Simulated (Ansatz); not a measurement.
**Single-point calculation, with input and output: Al48N47 (part 2 of 2)**

Al48N47 (defect cell, 95 atoms in the cell); DFT, HSE06, PAW, plane waves (Ansatz 0.2.0); cutoff 420 eV, 1×1×1 k-mesh, Fermi–Dirac smearing of 0.01 eV. 

### Output, continued
```
Per-site moments (μB) at R_I (Å): [(-1.916388298989186e-6, 0.7796991774309306), (1.916389488086557e-5, 0.7796831227296666), (1.917781699861307e-5, 0.7795427312244967), (0.00013637814499889526, 0.7797229092061658), (1.5599478464917254e-5, 0.7794666072309607), (9.340236904247854e-6, 0.7796478685598038), (5.598915492107065e-5, 0.7792773617900516), (0.0013056668236358583, 0.7754137173186186), (-0.0003
Free energy (F): -43996.121246 eV
Harris-Foulkes:  -43996.121246 eV  (|F-HF|=1.67e-10)
Internal energy: -43996.121246 eV  (E = F + TS)
E sigma→0 (E₀):  -43996.121246 eV
Fermi energy:    10.596957 eV
--- Per-component energies (eV) ---
  E_band       = 169.188158
  E_kinetic    = 7535.689945
  E_local      = -10752.477206  (includes V_loc(G=0)·N_el)
  E_nonlocal   = 2556.808177
  E_hartree    = 3785.996308
  E_xc         = -3913.539030
  E_vxc        = -4108.452205  (∫ρ·V_xc dr)
  E_exx        = -845.199777  (= α·E_x^exact, valence–valence)
  E_paw        = -28522.510480  (= ΣΔE_a)
  E_vpaw       = -943.978687  (= ΣTr[D̂ρ^β])
  E_aug_tail   = 0.004527  (compensation charges beyond the density's cutoff)
  E_ewald      = -13837.700118
  E_core_change = -3.193601  (= ΣΔE_core)
  E_smearing   = -0.000000  (= −TS)
  E_closure    = 0.000009  (closes the sum)
  Σ components = -43996.121246   (vs F -43996.121246, Δ=0.00e0)
--- Forces (eV/Å), atoms counted from 1 ---
  atom   1  Al    -0.00107296    -0.00314965     0.00656666
  atom   2  Al    -0.00177256     0.00096957     0.00247901
  atom   3  Al    -0.00303616    -0.00052043     0.00777334
  atom   4  Al    -0.00382808    -0.00211325     0.00023687
  atom   5  Al     0.00009638     0.00149685     0.00575527
  atom   6  Al     0.00445882    -0.00162802     0.00117636
  atom   7  Al     0.00713299    -0.00852535     0.00254403
  atom   8  Al     0.01310540     0.00652124    -0.00160761
  atom   9  Al    -0.01464325     0.00824862    -0.00078036
  atom  10  Al    -0.01132466    -0.00571605     0.00918606
  atom  11  Al    -0.00508722     0.00010271     0.00620632
  atom  12  Al     0.00390837     0.00089004     0.00036953
  atom  13  Al     0.00036878    -0.00399257     0.00849998
  atom  14  Al    -0.00148425     0.00052416     0.00203104
  atom  15  Al     0.01114201     0.00003288     0.02017423
  atom  16  Al    -0.01069133     0.00389640     0.00350063
  atom  17  Al    -0.01527993     0.01724289    -0.13611106
  atom  18  Al     0.00411378    -0.00422712     0.02960149
  atom  19  Al    -0.01225508     0.00870309     0.00154797
  atom  20  Al     0.00161214     0.00966422     0.00776725
  atom  21  Al     0.00915183    -0.00892313     0.01987773
  atom  22  Al    -0.01150088     0.00153641     0.00057547
  atom  23  Al     0.00913277    -0.00375842    -0.00016218
  atom  24  Al    -0.00014569    -0.01163862    -0.00070788
  atom  25  Al     0.00909283     0.00578141     0.00257195
  atom  26  Al    -0.00122400    -0.00035438     0.00222241
  atom  27  Al    -0.00111345    -0.01143543     0.00752907
  atom  28  Al     0.00046095     0.00321978     0.00162469
  atom  29  Al    -0.00241882     0.00793387     0.00517054
  atom  30  Al     0.00102443    -0.00302906    -0.00040685
  atom  31  Al    -0.00290279    -0.01670068    -0.01043950
  atom  32  Al    -0.01394186    -0.00290089     0.00291876
  atom  33  Al     0.00705470     0.01118786    -0.00597751
  atom  34  Al    -0.00001710     0.00271426     0.00514399
  atom  35  Al     0.04801332    -0.13908797     0.06582089
  atom  36  Al    -0.00071459     0.00192732    -0.00370950
  atom  37  Al    -0.15451421     0.09164975     0.01333104
  atom  38  Al    -0.00153505    -0.00025096     0.02214398
  atom  39  Al     0.01013847    -0.00486584    -0.00221070
  atom  40  Al    -0.00434581     0.01014170     0.00146942
  atom  41  Al     0.00423793     0.00305753    -0.01506901
  atom  42  Al    -0.00519102     0.00043013     0.00552149
  atom  43  Al     0.14490988     0.01862985     0.05447448
  atom  44  Al    -0.00264171     0.00219181    -0.00396663
  atom  45  Al    -0.00971789    -0.00392633     0.00294157
  atom  46  Al     0.00394537     0.00187729     0.00173179
  atom  47  Al     0.01770114     0.00870287     0.00378813
  atom  48  Al    -0.00538777     0.00051087     0.00196665
  atom  49  N      0.00476497     0.00196060    -0.00516706
  atom  50  N     -0.00214950     0.00121811    -0.00360568
  atom  51  N      0.00125007    -0.00457969    -0.00810601
  atom  52  N      0.00221637     0.00520068     0.00177503
  atom  53  N      0.00596138     0.00719781     0.00164780
  atom  54  N     -0.00073408     0.00733900    -0.00250128
  atom  55  N      0.00363288    -0.00066547    -0.00702549
  atom  56  N      0.00401478     0.00353053    -0.00079041
  atom  57  N     -0.00245828    -0.00293574    -0.00723891
  atom  58  N     -0.00207512    -0.00392111     0.00094890
  atom  59  N     -0.02317004     0.01103748     0.01953665
  atom  60  N     -0.00252500     0.01558684    -0.02291749
  atom  61  N      0.03180829    -0.02140346     0.00017795
  atom  62  N      0.01843514    -0.01191376    -0.00300799
  atom  63  N      0.00558606    -0.00184404    -0.00688700
  atom  64  N      0.00209069     0.00173250    -0.00760203
  atom  65  N     -0.00193494     0.00243196    -0.01300202
  atom  66  N      0.00177031     0.00113954    -0.00119285
  atom  67  N     -0.01948720     0.01331838     0.02024945
  atom  68  N     -0.01676014    -0.00534874    -0.01786661
  atom  69  N     -0.00492313    -0.00775931    -0.00083833
  atom  70  N     -0.00816404    -0.00213506    -0.00227252
  atom  71  N      0.00659940     0.00186011    -0.00843590
  atom  72  N     -0.00328368    -0.00523769     0.00206423
  atom  73  N     -0.01258392    -0.00515228    -0.00529238
  atom  74  N     -0.00109154    -0.00259554    -0.00348895
  atom  75  N      0.00491514    -0.00636472    -0.00672359
  atom  76  N      0.00197544     0.00027581    -0.00198565
  atom  77  N      0.00352270     0.00371888    -0.00610090
  atom  78  N      0.00058156    -0.00260076    -0.00326352
  atom  79  N     -0.02271698     0.00915967    -0.01529219
  atom  80  N     -0.00168706    -0.00388361    -0.00799253
  atom  81  N      0.01667298     0.00406633    -0.01350073
  atom  82  N      0.00961131     0.01128067     0.00660879
  atom  83  N     -0.00552333    -0.00290588     0.00216769
  atom  84  N      0.00806034    -0.00376867    -0.00402892
  atom  85  N     -0.00527272    -0.00029541    -0.00555161
  atom  86  N      0.00173496     0.00084535    -0.00150307
  atom  87  N     -0.00795198    -0.00072673     0.00998871
  atom  88  N      0.00447407    -0.00454287    -0.00654908
  atom  89  N      0.00386098    -0.00072480     0.00110062
  atom  90  N      0.00184207    -0.00593846    -0.00893379
  atom  91  N     -0.00512071    -0.01206943     0.00449287
  atom  92  N     -0.00558727     0.00556732     0.01556370
  atom  93  N      0.00540009     0.00208520    -0.01094960
  atom  94  N     -0.01434930     0.01579557    -0.01384537
  atom  95  N      0.00575666    -0.00008674    -0.00852843
  max |Σ_I F_I| component: 5.74e-4 eV/Å
--- Band table (eV) ---
  k-point 0 ↑: bands = ["-10.2926", "-9.9036", "-9.8205", "-9.7580", "-9.4566", "-9.4184", "-9.3263", "-9.1984", "-9.0283", "-9.0013", ... 75 levels left out ..., "1.8264", "1.9099", "2.0128", "2.1940", "2.2677", "2.2979", "2.3487", "2.4155", "2.4635", "2.4887", "2.5489", "2.5847", "2.6515", "2.6967", "2.8171", "2.8313", "2.9758", "2.9925", "3.0368", "3.0628", "3.2892", "3.3125", "3.3549", "3.4225", "3.4491", "3.4818", "3.4916", "3.5288", "3.5900",
      "3.6341", "3.6393", "3.6624", "3.7004", "3.7091", "3.7330", "3.7705", "3.7995", "3.8556", "3.8753", "3.9090", "3.9839", "4.0013", "4.0301", "4.1054", "4.1627", "4.2332", "4.2936", "4.3221", "4.3582", "4.3682", "4.4030", "4.4259", "4.4506", "4.4706", "4.5039", "4.5295", "4.5437", "4.5690", "4.5835", "4.6230", "4.6789", "4.6918", "4.7245", "4.7450", "4.7569", "4.7699", "4.7955", "4.8257", "4.8647",
      "4.8987", "4.9065", "4.9610", "4.9923", "5.0119", "5.0442", "5.0663", "5.1107", "5.1356", "5.1587", "5.1692", "5.1951", "5.2028", "5.2140", "5.2280", "5.2349", "5.2465", "5.2595", "5.2718", "5.2907", "5.3052", "5.3153", "5.3421", "5.3827", "5.4017", "5.4144", "5.5122", "5.5300", "5.5543", "5.5877", "5.7186", "5.7708", "5.8128", "5.9033", "6.3795", "9.7514", "11.4762", "11.5519", "12.6037", "12.6817",
      "12.8209", "12.8621", "12.9427", "13.0016", "13.0839", "13.1372", "13.2773", "13.4485", "13.5144", "13.5577", "13.6128", "13.6430", "13.6803", "13.6889", "13.7326", "13.7557", "13.8034", "13.8188", "13.8290", "13.8689", "13.8991", "13.9336", "13.9507", "13.9948", "14.0051", "14.1175", "14.1834", "14.3116", "14.3766", "14.4319", "14.4823", "14.5499", "14.6843", "14.7592", "14.8125", "14.8262", "14.8870", "14.9550", "15.0566", "15.1532",
      "15.2315", "15.4480", "15.5617", "15.6480", "15.7513", "15.8585", "15.9603", "16.0341", "16.1014", "16.1460", "16.2057", "16.2708", "16.2961", "16.3864", "16.4298", "16.4354", "16.4965", "16.5552", "16.6455", "16.6643", "16.6852", "16.6999", "16.7240", "16.7343", "16.7715", "16.8005", "16.8582", "16.9222", "16.9992", "17.1291", "17.1812", "17.3060", "17.3605", "17.3898", "17.4563", "17.5009", "17.5337", "17.5867", "17.6039", "17.6624",
      "17.6788", "17.7061", "17.7364", "17.7519", "17.7996", "17.8198", "17.8400", "17.8836", "17.9073", "18.0480", "18.1099"]
  k-point 0 ↓: bands = ["-10.2837", "-9.8927", "-9.8129", "-9.7470", "-9.4485", "-9.4049", "-9.3147", "-9.1870", "-9.0155", "-8.9909", ... 75 levels left out ..., "1.8520", "1.9319", "2.0217", "2.2080", "2.2796", "2.3092", "2.3611", "2.4332", "2.4733", "2.5028", "2.5657", "2.6117", "2.6618", "2.7123", "2.8368", "2.8560", "2.9899", "3.0021", "3.0563", "3.0771", "3.2983", "3.3305", "3.3754", "3.4342", "3.4649", "3.4961", "3.4996", "3.5405", "3.6008",
      "3.6452", "3.6560", "3.6693", "3.7074", "3.7177", "3.7453", "3.7806", "3.8090", "3.8725", "3.8857", "3.9179", "4.0005", "4.0224", "4.0428", "4.1185", "4.1746", "4.2436", "4.3096", "4.3311", "4.3683", "4.3832", "4.4163", "4.4376", "4.4661", "4.4832", "4.5118", "4.5375", "4.5536", "4.5803", "4.5963", "4.6368", "4.6860", "4.7037", "4.7354", "4.7552", "4.7639", "4.7813", "4.8094", "4.8326", "4.8751",
      "4.9132", "4.9250", "4.9712", "5.0022", "5.0280", "5.0574", "5.0756", "5.1198", "5.1456", "5.1694", "5.1828", "5.2037", "5.2107", "5.2215", "5.2372", "5.2426", "5.2552", "5.2685", "5.2786", "5.3001", "5.3175", "5.3236", "5.3488", "5.3924", "5.4098", "5.4229", "5.5213", "5.5407", "5.5632", "5.5954", "5.7274", "5.7819", "5.8211", "5.9112", "6.7524", "11.4429", "11.5704", "11.6568", "12.6220", "12.7440",
      "12.8713", "12.9216", "12.9766", "13.0359", "13.1290", "13.1975", "13.2974", "13.4904", "13.5426", "13.5849", "13.6319", "13.6621", "13.7024", "13.7150", "13.7629", "13.7794", "13.8172", "13.8294", "13.8701", "13.8861", "13.9232", "13.9432", "13.9653", "14.0167", "14.0269", "14.1386", "14.1988", "14.3251", "14.4032", "14.4523", "14.5056", "14.5839", "14.7141", "14.7879", "14.8309", "14.8445", "14.8974", "14.9824", "15.0948", "15.1936",
      "15.2630", "15.4922", "15.6004", "15.6876", "15.7726", "15.8814", "15.9738", "16.0662", "16.1223", "16.1649", "16.2229", "16.2916", "16.3211", "16.4024", "16.4468", "16.4641", "16.5250", "16.5757", "16.6636", "16.6796", "16.7001", "16.7216", "16.7356", "16.7625", "16.7896", "16.8088", "16.8748", "16.9603", "17.0218", "17.1539", "17.2067", "17.3256", "17.3730", "17.4054", "17.4893", "17.5137", "17.5456", "17.6001", "17.6264", "17.6766",
      "17.6999", "17.7227", "17.7449", "17.7638", "17.8141", "17.8354", "17.8537", "17.9080", "17.9202", "18.0832", "18.1375"]
--- Löwdin populations: 95 sites ---
  site symbol       q [e]    m [muB]
     0     Al      1.8692     0.0001
     1     Al      1.8670     0.0002
     2     Al      1.8674     0.0001
     3     Al      1.8676     0.0006
     4     Al      1.8685     0.0001
     5     Al      1.8664     0.0003
     6     Al      1.8740     0.0024
     7     Al      1.8666     0.0063
     8     Al      1.8692     0.0001
     9     Al      1.8707     0.0006
    10     Al      1.8669     0.0001
    11     Al      1.8678     0.0006
    12     Al      1.8680     0.0000
    13     Al      1.8677     0.0001
    14     Al      1.8662     0.0025
    15     Al      1.8665     0.0009
    16     Al      2.1281     0.1762
    17     Al      1.8914     0.0087
    18     Al      1.8697    -0.0000
    19     Al      1.8705     0.0007
    20     Al      1.8661     0.0027
    21     Al      1.8662     0.0007
    22     Al      1.8732     0.0023
    23     Al      1.8668     0.0061
    24     Al      1.8689     0.0003
    25     Al      1.8676     0.0001
    26     Al      1.8687     0.0003
    27     Al      1.8682     0.0003
    28     Al      1.8711     0.0011
    29     Al      1.8674     0.0004
    30     Al      1.8700     0.0087
    31     Al      1.8679     0.0007
    32     Al      1.8701     0.0048
    33     Al      1.8678     0.0002
    34     Al      2.1439     0.1675
    35     Al      1.8686     0.0022
    36     Al      2.1334     0.1348
    37     Al      1.8739     0.0079
    38     Al      1.8692     0.0054
    39     Al      1.8678     0.0004
    40     Al      1.8734     0.0080
    41     Al      1.8672     0.0001
    42     Al      2.1461     0.1590
    43     Al      1.8684     0.0021
    44     Al      1.8715     0.0013
    45     Al      1.8675     0.0003
    46     Al      1.8707     0.0003
    47     Al      1.8677     0.0002
    48      N      6.0625     0.0001
    49      N      6.0628     0.0000
    50      N      6.0605     0.0000
    51      N      6.0637     0.0003
    52      N      6.0615     0.0005
    53      N      6.0648     0.0004
    54      N      6.0629     0.0004
    55      N      6.0624     0.0003
    56      N      6.0633     0.0007
    57      N      6.0625    -0.0000
    58      N      6.0484     0.0012
    59      N      6.0614     0.0322
    60      N      6.0650     0.0555
    61      N      6.0418    -0.0042
    62      N      6.0620    -0.0002
    63      N      6.0627     0.0001
    64      N      6.0663     0.0002
    65      N      6.0601     0.0012
    66      N      6.0495     0.0016
    67      N      6.0609     0.0308
    68      N      6.0618     0.0009
    69      N      6.0648     0.0002
    70      N      6.0611     0.0001
    71      N      6.0639     0.0006
    72      N      6.0609     0.0011
    73      N      6.0623     0.0001
    74      N      6.0607     0.0001
    75      N      6.0629     0.0004
    76      N      6.0625     0.0002
    77      N      6.0624     0.0002
    78      N      6.0449    -0.0017
    79      N      6.0631     0.0016
    80      N      6.0581     0.0205
    81      N      6.0612     0.0020
    82      N      6.0639     0.0003
    83      N      6.0624     0.0001
    84      N      6.0604     0.0016
    85      N      6.0621    -0.0000
    86      N      6.0619     0.0309
    87      N      6.0624     0.0008
    88      N      6.0635    -0.0003
    89      N      6.0583     0.0193
    90      N      6.0613     0.0019
    91      N      6.0619     0.0316
    92      N      6.0624     0.0010
    93      N      6.0448    -0.0009
    94      N      6.0631     0.0017
  spilling = 0.008860 (of n_electrons = 379.000000)
```

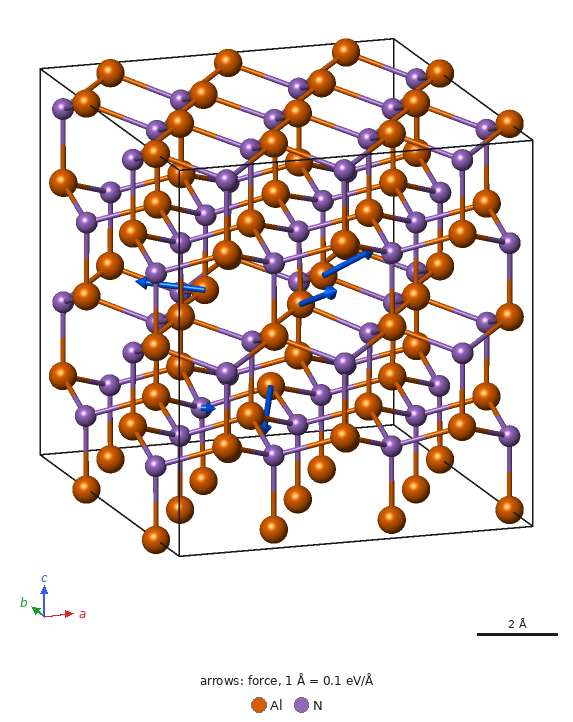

*Forces on the atoms as blue arrows (ball-and-stick view of the cell of the calculation, seen slightly off an axis); the smallest are left out.*

The largest act on Al37 (0.18 eV/Å); Al35, Al43 (0.16 eV/Å); Al17 (0.14 eV/Å). Atoms are counted from 1 in the order of the input and aren't labelled in the picture. 

### Results in brief

| quantity | value |
| --- | --- |
| outcome | converged |
| electrons treated | 379 |
| free energy | −43996.1212 eV |
| Fermi energy | 10.597 eV |
| net moment of the cell | 1.00 μB |
| largest force (length of the vector) | 0.180 eV/Å |
| wall time | 11 min (CPU time 84 min) |
| peak memory | 5.4 GiB |

Warnings of the run: the state was not tested for a lower one. The k-point mesh is coarse for a cell of this size, so the results may not be converged.
